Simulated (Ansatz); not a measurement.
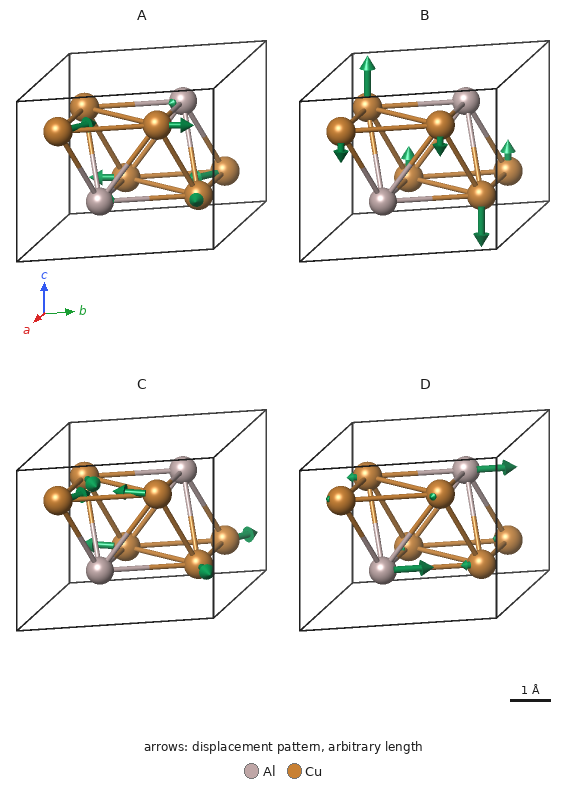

Four optical modes of a crystal of AlCu$_{3}$ at the zone centre, in no order (one member of each degenerate set). The green arrows are the displacements of the atoms (eigenvector over the root of the mass), of arbitrary overall length and sign. The picture is a ball-and-stick view of the cell of the calculation, seen slightly off an axis.

Method: Ansatz 0.2.0, DFT PBEsol, scalar-relativistic, plane waves, PAW. Settings: plane-wave cutoff 420 eV; k-point mesh 12 × 12 × 8; occupations fermi dirac; smearing width 0.15 eV; no spin polarisation.

The frequencies depend somewhat on the k-mesh and the smearing.

### Order them from the lowest to the highest frequency (imaginary ones first).

A (120 cm⁻¹), B (137 cm⁻¹), C (214 cm⁻¹), D (296 cm⁻¹). A, E₂g: Atoms of one kind move against one another, with no net shift of any sublattice; the kinetic energy is shared as Cu 99 %, Al 1 %. B, E₁g: The Al atoms stay at rest; all motion is along c; atoms of one kind move against one another, with no net shift of their sublattice. C, B₂u: The Al atoms stay at rest; atoms of one kind move against one another, with no net shift of their sublattice. D, E₁u: The kinetic energy is shared as Al 83 %, Cu 17 %. The crystal is metallic in this run.
